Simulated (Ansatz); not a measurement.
Structure data:

```
Sn O
1.0
     4.80399    0.00000    0.00000
     0.00000    4.80399    0.00000
     0.00000    0.00000    3.23160
Sn O
2 4
Direct
  0.50000 0.50000 0.50000
  0.00000 0.00000 0.00000
  0.30633 0.30633 0.00000
  0.80633 0.19367 0.50000
  0.19367 0.80633 0.50000
  0.69367 0.69367 0.00000
```

Give a crystallographic description of this input.

Answer. Its composition is SnO2. Its lattice is primitive tetragonal, its space group P4_2/mnm (No. 136). Structure type: rutile. With Z = 2, the cell contains 2 Sn, 4 O. The polyhedra are SnO6 octahedra; they share corners and edges. Each Sn is bonded to six O in a distorted octahedral arrangement at 2.08 Å. The coordination shell of O holds three Sn at 2.08 Å. The bonds build a three-dimensional framework.

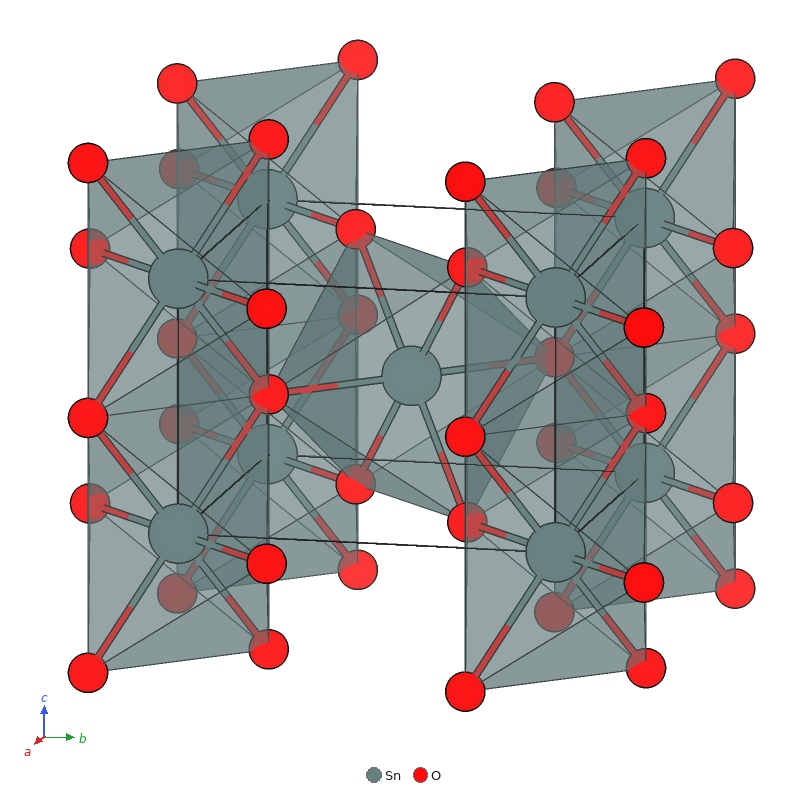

Polyhedral representation of a periodic structure, projected slightly off an axis. Atoms at the boundary of the conventional unit cell (the box) are drawn once for each face, edge or corner they touch. Some atoms of the next cells are drawn as well. Colours: tin teal, oxygen red.

The structure comes from a structure listed in the Materials Project. It was relaxed with Ansatz 0.2.0, DFT PBE, scalar-relativistic, plane waves, PAW under a constraint or pressure on the cell, so some stress remains.
